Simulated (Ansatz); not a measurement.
Geometry relaxation, with input and output: C (part 2 of 3)

C (P6₃/mmc, 12 atoms in the cell); DFT LDA, scalar-relativistic, plane waves, PAW, no spin polarisation (Ansatz 0.2.0); cutoff 420 eV, 18×18×2 k-mesh, Gaussian smearing of 0.1 eV. The structure derives from a Materials Project entry. It belongs to a series of runs on one base structure; here: elastic constants, atoms relaxed.

Geometry of the input (Å; fractional positions):
```
2.4448  0.0000  0.0000
-1.2224  2.1173  0.0000
0.0000  0.0000  29.3266
C  0.6667  0.3333  1.0025
C  0.6667  0.3333  0.5025
C  0.6667  0.3333  0.7289
C  0.6667  0.3333  0.2289
C  0.0000  0.0000  0.6157
C  0.3333  0.6667  0.2289
C  0.0000  0.0000  0.1157
C  0.6667  0.3333  0.6157
C  0.3333  0.6667  0.7289
C  0.3333  0.6667  0.1157
C  0.3333  0.6667  0.5025
C  0.3333  0.6667  1.0025
```

The program's output, continued:
```
SCF iter   1: F=—  HF=-2915.701331 eV  |F-HF|=—  |Δ(HF+E_count)|=         —  Δρ=1.46e-4  dr2=1.33e-5  ethr=3.76e-7  ⟨swp⟩=3.9  Hψ=15388  notcnv=0  defer=922
SCF iter   2: F=—  HF=-2915.701329 eV  |F-HF|=—  |Δ(HF+E_count)|=   2.48e-6  Δρ=3.79e-5  dr2=4.87e-6  ethr=2.77e-8  ⟨swp⟩=2.1  Hψ=12078  notcnv=0  defer=921
SCF iter   3: F=—  HF=-2915.701327 eV  |F-HF|=—  |Δ(HF+E_count)|=   1.92e-6  Δρ=1.43e-5  dr2=1.37e-6  ethr=1.01e-8  ⟨swp⟩=2.5  Hψ=9861  notcnv=0  defer=921
SCF iter   4: F=—  HF=-2915.701327 eV  |F-HF|=—  |Δ(HF+E_count)|=   2.45e-7  Δρ=3.29e-6  dr2=5.50e-8  ethr=2.85e-9  ⟨swp⟩=2.4  Hψ=7788  notcnv=0  defer=921
SCF iter   5: F=—  HF=-2915.701327 eV  |F-HF|=—  |Δ(HF+E_count)|=   1.27e-8  Δρ=9.86e-7  dr2=2.48e-9  ethr=1.15e-10  ⟨swp⟩=2.2  Hψ=8390  notcnv=0  defer=921
SCF iter   6: F=—  HF=-2915.701327 eV  |F-HF|=—  |Δ(HF+E_count)|=  6.70e-10  Δρ=1.32e-7  dr2=1.74e-11  ethr=5.16e-12  ⟨swp⟩=2.1  Hψ=9339  notcnv=0  defer=921
SCF iter   7: F=—  HF=-2915.701327 eV  |F-HF|=—  |Δ(HF+E_count)|=  3.64e-12  Δρ=6.01e-8  dr2=3.00e-12  ethr=3.63e-14 (applied; sched 1.00e-12)  ⟨swp⟩=2.0  Hψ=9774  notcnv=0  defer=1073
SCF iter   8: F=—  HF=-2915.701327 eV  |F-HF|=—  |Δ(HF+E_count)|=    0.00e0  Δρ=1.31e-8  dr2=4.31e-13  ethr=6.26e-15 (applied; sched 1.00e-12)  ⟨swp⟩=2.0  Hψ=9855  notcnv=0  defer=1073
SCF iter   9: F=-2915.701327 eV  HF=-2915.701327 eV  |F-HF|=6.37e-12  |Δ(HF+E_count)|=  9.09e-13  Δρ=3.41e-9  dr2=1.22e-14  ethr=1.00e-12  ⟨swp⟩=4.0  Hψ=18938  notcnv=0
SCF 35 converged in 9 iterations: F = -2915.701327 eV  dr2 = 1.22e-14
relax step   6: F+E_penalty+E_count = -2915.70132667 eV  Δ(F+E_penalty+E_count) = -3.925e-8 eV  max|allowed force component| = 3.447e-5 eV/Å  Δτ_max = 0.0002 Å  (9 SCF iters, accepted)
iter 1 solved again at ethr=1.00e-12 eV; its pass at ethr=3.10e-3 eV (dr2=1.49e-14 eV) is discarded
SCF iter   1: F=—  HF=-2915.701327 eV  |F-HF|=—  |Δ(HF+E_count)|=         —  Δρ=3.41e-9  dr2=1.22e-14  ethr=1.00e-12  ⟨swp⟩=2.9  Hψ=29673  notcnv=0
SCF iter   2: F=-2915.701327 eV  HF=-2915.701327 eV  |F-HF|=5.46e-12  |Δ(HF+E_count)|=  5.00e-12  Δρ=2.69e-9  dr2=1.81e-14  ethr=1.00e-12  ⟨swp⟩=4.9  Hψ=22102  notcnv=0
SCF 36 converged in 2 iterations: F = -2915.701327 eV  dr2 = 1.81e-14
```

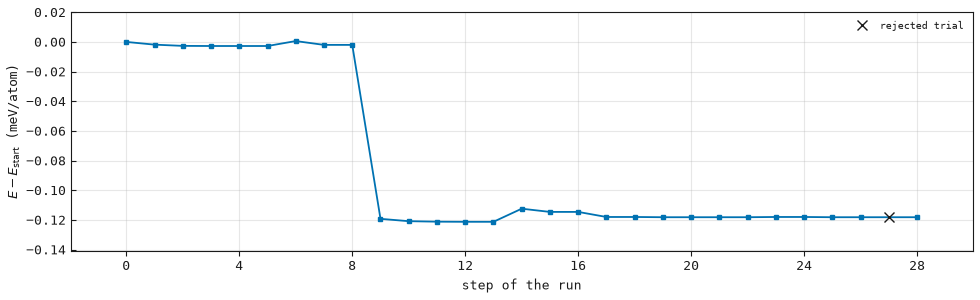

Figure 1. Progress of the relaxation, step by step (the first geometry is step 0 here and step 1 in the log).

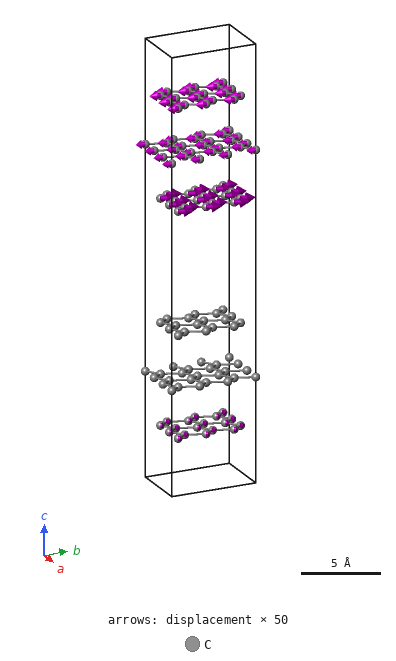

Figure 2. The starting structure with the displacements as pink arrows, magnified 50 times (ball-and-stick view of the 3 × 3 repeat of the cell, with the vacuum cut short, seen slightly off an axis). The largest moves, 0.020 Å, are those of C1 and C12. The cell doesn't change. The space group (tolerance 0.01 Å) goes from P-3m1 (No. 164) to Cm (No. 8). The energy falls by 0.1 meV per atom in 28 geometry steps. Largest force component: 0.027 eV/Å at the start, under 0.0001 eV/Å at the end. The line search rejected the trial step at point 27 (counted from 0) and went back. (Atoms are counted from 1 in the order of the input.)

```
SCF converged after 11 iterations
Free energy (F): -2915.701351 eV
Harris-Foulkes:  -2915.701351 eV  (|F-HF|=6.37e-12)
Internal energy: -2915.698590 eV  (E = F + TS)
E sigma→0 (E₀):  -2915.699970 eV
Entropy (-TS):   -0.002761 eV (-0.230 meV/atom)
Fermi energy:    3.313707 eV
--- Per-component energies (eV) ---
  E_band       = -279.279821
  E_kinetic    = 1098.409725
  E_local      = -7907.156060  (includes V_loc(G=0)·N_el)
  E_nonlocal   = 342.892568
  E_hartree    = 3495.342631
  E_xc         = -571.874576
  E_vxc        = -711.064514  (∫ρ·V_xc dr)
  E_paw        = -1103.573989  (= ΣΔE_a)
  E_vpaw       = -93.046910  (= ΣTr[D̂ρ^β])
  E_aug_tail   = 0.000113  (compensation charges beyond the density's cutoff)
  E_ewald      = 1729.507008
  E_core_change = 0.753990  (= ΣΔE_core)
  E_smearing   = -0.002761  (= −TS)
  E_closure    = -0.000000  (closes the sum)
  Σ components = -2915.701351   (vs F -2915.701351, Δ=0.00e0)
--- Forces (eV/Å), atoms counted from 1 ---
  atom   1  C     -0.00000000    -0.00000000     0.00000894
  atom   2  C     -0.00000000    -0.00000000     0.00003583
  atom   3  C     -0.00000000    -0.00000000    -0.00003583
  atom   4  C      0.00000000     0.00000000    -0.00000894
  atom   5  C      0.00000000    -0.00000000     0.00000000
  atom   6  C      0.00000000     0.00000000    -0.00003583
  atom   7  C      0.00000000     0.00000000     0.00000000
  atom   8  C      0.00000000    -0.00000000     0.00000000
  atom   9  C     -0.00000000     0.00000000    -0.00000894
  atom  10  C     -0.00000000     0.00000000     0.00000000
  atom  11  C     -0.00000000     0.00000000     0.00000894
  atom  12  C      0.00000000     0.00000000     0.00003583
  max |Σ_I F_I| component: 2.22e-16 eV/Å
--- Stress (GPa, compression-positive) ---
        0.005527       0.000000       0.000000
        0.000000       0.005527       0.000000
        0.000000       0.000000       0.000159
  P = ⅓ Tr σ = 0.0037 GPa (0.037 kbar)
--- Band table (eV; the first three rows and the last of 74) ---
  k-point 0: bands = ["-16.2807", "-16.2807", "-16.1661", "-16.1661", "-16.0375", "-16.0375", "-5.2071", "-5.2069", "-4.4998", "-4.4991", "-3.7002", "-3.7000", "0.3197", "0.3197", "0.3197", "0.3197", "0.3226", "0.3226", "0.3233", "0.3233", "0.3397", "0.3397", "0.3398", "0.3398", "6.5924", "6.8117", "7.1974", "7.8087", "8.5650", "9.4801", "10.5270", "11.7778", "11.7778", "11.7780", "11.7780", "11.7929"]
  k-point 1: bands = ["-16.2807", "-16.2807", "-16.1661", "-16.1661", "-16.0375", "-16.0375", "-5.2069", "-5.2069", "-4.4996", "-4.4996", "-3.7003", "-3.7003", "0.3197", "0.3197", "0.3197", "0.3197", "0.3227", "0.3227", "0.3227", "0.3227", "0.3396", "0.3396", "0.3396", "0.3396", "6.6736", "6.6736", "7.4824", "7.4824", "9.0068", "9.0068", "11.1010", "11.1010", "11.7779", "11.7779", "11.7779", "11.7779"]
  k-point 2: bands = ["-16.2066", "-16.2066", "-16.0925", "-16.0925", "-15.9645", "-15.9645", "-5.1158", "-5.1157", "-4.4106", "-4.4099", "-3.6136", "-3.6132", "0.0244", "0.0246", "0.0296", "0.0297", "0.0487", "0.0489", "0.1576", "0.1576", "0.1620", "0.1623", "0.1805", "0.1806", "6.6911", "6.9117", "7.2917", "7.9048", "8.6549", "9.5687", "10.6112", "11.7801", "11.8062", "11.8129", "11.8404", "11.8676"]
  k-point 73: bands = ["-9.1937", "-9.1937", "-9.1241", "-9.1241", "-9.1217", "-9.1217", "-9.1200", "-9.1200", "-9.1082", "-9.1082", "-9.0428", "-9.0428", "-7.4415", "-7.4415", "-7.4383", "-7.4383", "-7.4265", "-7.4265", "2.8169", "2.8169", "3.3030", "3.3030", "3.3078", "3.3078", "3.3161", "3.3161", "3.3284", "3.3284", "3.8518", "3.8518", "13.4226", "13.4226", "13.5917", "13.5917", "13.9604", "13.9604"]
--- Elastic constants: 3 strain directions × 2 members + reference (group order 24) ---
  dense FFT box of the reference and of every strained cell: 18×18×200
  strains applied: 11, 33, 23; error gains: componentwise 1.00 (the most a stress slope's error grows in a printed constant), spectral 1.41 (1 for all six strains in a standard setting)
  C = ∂σ_k/∂η_j (tension-positive GPa; Voigt order 11 22 33 23 13 12):
       739.675    150.276     -0.001      0.000     -0.000      0.000
       150.276    739.675     -0.001      0.000     -0.000      0.000
        -0.005     -0.005      0.107     -0.000      0.000     -0.000
         0.000      0.000      0.000      0.048      0.000      0.000
         0.000      0.000      0.000      0.000      0.048      0.000
         0.000     -0.000      0.000      0.000      0.000    294.699
  reference stress σ⁰ (GPa):     -0.006     -0.006     -0.000     -0.000     -0.000     -0.000
  C* (energy form; C + prestress term) asymmetry max|C*_kj − C*_jk| = 1.639e-3 GPa — a small one proves nothing (zero by symmetry where the batch's group is 432, −43m or m−3m); a large one is finite-difference/SCF noise where every solve meets its electron count
  the layer in its plane, per area (N/m: the tensor there times 29.3266 Å, the cell's volume per area; the error gains are the tensor's), 1 along (1.000, 0.000, 0.000), 2 along (-0.000, 1.000, 0.000):
    of the cell's 2 layers together, so a stiff one can hide an unstable one:
    C11 = 2169.21   C22 = 2169.21   C12 = 440.71   C66 = 864.25   C16 = 0.00   C26 = 0.00
  moduli of the layer (Voigt/Reuss/Hill, N/m): K = 1304.96/1304.96/1304.96   G = 864.25/864.25/864.25   E = 2079.68   ν = 0.203
  mechanically stable in its plane: yes (min eigenvalue of those constants = 864.25 N/m; a buckling out of the plane is not judged)
  harmonic check of the ions' relaxations: strain 23: 1 pair too noisy to judge: this check cannot speak for C14 to C64 (a tighter `scf.convergence.dr2_threshold` may let it)
  the stresses are not corrected for the forces that the relaxations left standing (`elastic.f_tol`)
  strain η (Voigt 11):  stress-route row diagonal C_11 = 739.67 GPa, energy-path curvature d²(F+E_count+ΔE)/dδ²/Ω₀ = 739.71 GPa
         δ    σ_11 (GPa)             F (eV)   n_scf  n_hpsi   n_pw
    -2.000e-3      -1.4924       -2915.6999417       2   53767   3004   relax 6 steps, max|allowed force component| 7.77e-6 eV/Å
     2.000e-3       1.4663       -2915.6999327       2   53848   3020   relax 3 steps, max|allowed force component| 4.41e-5 eV/Å
  strain η (Voigt 33):  stress-route row diagonal C_33 = 0.11 GPa, energy-path curvature d²(F+E_count+ΔE)/dδ²/Ω₀ = 0.30 GPa
         δ    σ_33 (GPa)             F (eV)   n_scf  n_hpsi   n_pw
    -2.000e-3      -0.0009       -2915.7013641       2   22258   3004   relax 5 steps, max|allowed force component| 1.48e-5 eV/Å
     2.000e-3      -0.0004       -2915.7012838       3   33120   3020   relax 3 steps, max|allowed force component| 3.32e-7 eV/Å
  strain η (Voigt 23):  stress-route row diagonal C_44 = 0.05 GPa, energy-path curvature d²(F+E_count+ΔE)/dδ²/Ω₀ = 0.12 GPa
         δ    σ_23 (GPa)             F (eV)   n_scf  n_hpsi   n_pw
    -2.000e-3      -0.0001       -2915.7013269       2   54928   3016   relax 6 steps, max|allowed force component| 3.33e-5 eV/Å
     2.000e-3       0.0001       -2915.7013267       2   54957   3016   relax 6 steps, max|allowed force component| 3.45e-5 eV/Å
```

File elastic.tsv:
```
# convention: tension-positive GPa; Voigt order 11 22 33 23 13 12; engineering shear strains; stresses and constants hold the Pulay correction, whose part of sigma0, of c and of each member's stress the lines and columns named pulay_correction_..._gpa give (of c_energy it is that of c and, on the columns of strains 1 to 3, that of sigma0; of a layer's constants it is that of c in the plane, times a tenth of its plane spacing in ang); where a line pulay_correction_withheld stands none holds it
# sigma0_gpa = -5.5270791463e-3 -5.5270791463e-3 -1.5884814421e-4 -1.3805098433e-24 -1.3805098433e-24 -2.3161111831e-16
# pulay_correction_sigma0_gpa = -4.5141841845e-1 -4.5141841845e-1 -5.5897440430e-1 -6.5827839053e-31 -9.8741758580e-31 4.7769793150e-17
# c_energy_asymmetry_gpa = 1.6385993769e-3
# group_order = 24
# error_gain_componentwise = 1.0000000000e0	error_gain_spectral = 1.4142135624e0
# cell_content = layer
# the moduli and the least eigenvalue of the whole tensor are the cell's as a crystal, its vacuum in it
# k_voigt_gpa = 1.9777750778e2	k_reuss_gpa = 1.0723647509e-1	k_hill_gpa = 9.8942372128e1
# g_voigt_gpa = 1.4757166783e2	g_reuss_gpa = 9.2961825433e-2	g_hill_gpa = 7.3832314826e1
# youngs_gpa = 1.7737657208e2	poisson = 2.0121231806e-1
# min_eigenvalue_gpa = 4.8370364088e-2
# the constants (of the whole cell), their moduli and least eigenvalue are per area (N/m), along the two axes
# layer_n_layers = 2
# layer_plane_spacing_ang = 2.9326602449e1
# layer_axis_1 = 1.0000000000e0 1.1807506212e-11 0.0000000000e0
# layer_axis_2 = -1.1807506212e-11 1.0000000000e0 0.0000000000e0
# layer_normal = 0.0000000000e0 -0.0000000000e0 1.0000000000e0
# layer_c11_n_per_m = 2.1692148522e3	layer_c22_n_per_m = 2.1692148522e3	layer_c12_n_per_m = 4.4070820177e2
# layer_c66_n_per_m = 8.6425332523e2	layer_c16_n_per_m = 5.2943900439e-14	layer_c26_n_per_m = 9.3006959212e-14
# layer_k_voigt_n_per_m = 1.3049615270e3	layer_k_reuss_n_per_m = 1.3049615270e3	layer_k_hill_n_per_m = 1.3049615270e3
# layer_g_voigt_n_per_m = 8.6425332523e2	layer_g_reuss_n_per_m = 8.6425332523e2	layer_g_hill_n_per_m = 8.6425332523e2
# layer_youngs_n_per_m = 2.0796784382e3	layer_poisson = 2.0316484617e-1
# layer_min_eigenvalue_n_per_m = 8.6425332523e2	layer_stable = true
# k	c_k1_gpa	c_k2_gpa	c_k3_gpa	c_k4_gpa	c_k5_gpa	c_k6_gpa	c_energy_k1_gpa	c_energy_k2_gpa	c_energy_k3_gpa	c_energy_k4_gpa	c_energy_k5_gpa	c_energy_k6_gpa	pulay_correction_c_k1_gpa	pulay_correction_c_k2_gpa	pulay_correction_c_k3_gpa	pulay_correction_c_k4_gpa	pulay_correction_c_k5_gpa	pulay_correction_c_k6_gpa
1	7.3967479050e2	1.5027591503e2	-9.1136218855e-4	5.4210108624e-20	-1.5046327691e-36	3.1190431087e-14	7.3966926342e2	1.5027038795e2	-6.4384413348e-3	5.4210108624e-20	-1.5046327691e-36	3.1190431087e-14	-2.4691642046e-1	-1.3555888613e-3	2.4763523261e-1	3.3881317890e-21	-9.4039548066e-38	-1.2813740354e-18
2	1.5027591503e2	7.3967479050e2	-9.1136218855e-4	2.7105054312e-20	-7.5231638453e-37	7.5641605871e-14	1.5027038795e2	7.3966926342e2	-6.4384413348e-3	2.7105054312e-20	-7.5231638453e-37	7.5641605871e-14	-1.3555888613e-3	-2.4691642046e-1	2.4763523261e-1	3.3881317890e-21	-9.4039548066e-38	2.4195760729e-17
3	-4.6409938138e-3	-4.6409938138e-3	1.0726368042e-1	-1.4456028966e-19	4.0123540508e-36	-3.9522210795e-20	-4.7998419580e-3	-4.7998419580e-3	1.0710483227e-1	-1.4456028966e-19	4.0123540508e-36	-3.9522210795e-20	5.5695485903e-1	5.5695485903e-1	3.9449354332e-1	4.5175090520e-21	-1.2538606409e-37	7.2717165846e-17
4	0.0000000000e0	0.0000000000e0	0.0000000000e0	4.8370364088e-2	3.9217617798e-19	0.0000000000e0	-1.3805098433e-24	-1.3805098433e-24	-1.3805098433e-24	4.8370364088e-2	3.9217617798e-19	0.0000000000e0	0.0000000000e0	0.0000000000e0	0.0000000000e0	-7.8477832254e-2	5.6476443592e-18	0.0000000000e0
5	0.0000000000e0	0.0000000000e0	0.0000000000e0	3.9217617798e-19	4.8370364088e-2	0.0000000000e0	-1.3805098433e-24	-1.3805098433e-24	-1.3805098433e-24	3.9217617798e-19	4.8370364088e-2	0.0000000000e0	0.0000000000e0	0.0000000000e0	0.0000000000e0	1.0217150900e-18	-7.8477832254e-2	0.0000000000e0
6	4.9159678814e-15	-1.2213215628e-14	8.1314615921e-20	0.0000000000e0	0.0000000000e0	2.9469943774e2	4.6843567631e-15	-1.2444826746e-14	-2.3152980369e-16	0.0000000000e0	0.0000000000e0	2.9469943774e2	-6.9286863879e-18	1.2766197119e-17	-2.1973163865e-17	0.0000000000e0	0.0000000000e0	-1.2278041580e-1
```

Trajectory as extended XYZ (Å, eV, eV/Å), 17 of the 29 frames kept, from step=1 to step=6:
```
12
Lattice="2.4448 0.0000 0.0000 -1.2224 2.1173 0.0000 0.0000 0.0000 29.3266" Properties=species:S:1:pos:R:3:forces:R:3 step=1 energy=-2915.69991
C     1.2200    0.7058   29.3985    0.0000  -0.0221   0.0002
C     1.2200    0.7058   14.7357    0.0000  -0.0220   0.0001
C     1.2200    0.7058   21.3751    0.0000  -0.0220  -0.0001
C     1.2200    0.7058    6.7123    0.0000  -0.0221  -0.0002
C     0.0000    0.0000   18.0554    0.0000  -0.0273   0.0000
C     0.0000    1.4115    6.7118    0.0000   0.0220  -0.0001
C     0.0000    0.0000    3.3921    0.0000   0.0273   0.0000
C     1.2200    0.7058   18.0554    0.0000   0.0269   0.0000
C     0.0000    1.4115   21.3756    0.0000   0.0221  -0.0002
C     0.0000    1.4115    3.3921    0.0000  -0.0269   0.0000
C     0.0000    1.4115   14.7352    0.0000   0.0221   0.0002
C     0.0000    1.4115   29.3990    0.0000   0.0220   0.0001
12
Lattice="2.4448 0.0000 0.0000 -1.2224 2.1173 0.0000 0.0000 0.0000 29.3266" Properties=species:S:1:pos:R:3:forces:R:3 step=3 energy=-2915.69994
C     1.2200    0.7038   29.3985    0.0000   0.0007   0.0002
C     1.2200    0.7073   14.7357    0.0000   0.0007   0.0000
C     1.2200    0.7073   21.3751    0.0000   0.0007   0.0000
C     1.2200    0.7038    6.7123    0.0000   0.0007  -0.0002
C     0.0000   -0.0037   18.0554    0.0000   0.0011   0.0000
C     0.0000    1.4100    6.7118    0.0000  -0.0007   0.0000
C     0.0000    0.0037    3.3921    0.0000  -0.0011   0.0000
C     1.2200    0.7026   18.0554    0.0000  -0.0011   0.0000
C     0.0000    1.4134   21.3756    0.0000  -0.0007  -0.0002
C     0.0000    1.4147    3.3921    0.0000   0.0011   0.0000
C     0.0000    1.4134   14.7352    0.0000  -0.0007   0.0002
C     0.0000    1.4100   29.3990    0.0000  -0.0007   0.0000
12
Lattice="2.4448 0.0000 0.0000 -1.2224 2.1173 0.0000 0.0000 0.0000 29.3266" Properties=species:S:1:pos:R:3:forces:R:3 step=5 energy=-2915.69994
C     1.2200    0.7039   29.3994    0.0000   0.0001   0.0000
C     1.2200    0.7072   14.7367    0.0000   0.0001   0.0000
C     1.2200    0.7072   21.3742    0.0000   0.0001   0.0000
C     1.2200    0.7039    6.7114    0.0000   0.0001   0.0000
C     0.0000   -0.0036   18.0554    0.0000   0.0000   0.0000
C     0.0000    1.4101    6.7109    0.0000  -0.0001   0.0000
C     0.0000    0.0036    3.3921    0.0000   0.0000   0.0000
C     1.2200    0.7026   18.0554    0.0000   0.0000   0.0000
C     0.0000    1.4134   21.3747    0.0000  -0.0001   0.0000
C     0.0000    1.4147    3.3921    0.0000   0.0000   0.0000
C     0.0000    1.4134   14.7361    0.0000  -0.0001   0.0000
C     0.0000    1.4101   29.4000    0.0000  -0.0001   0.0000
```
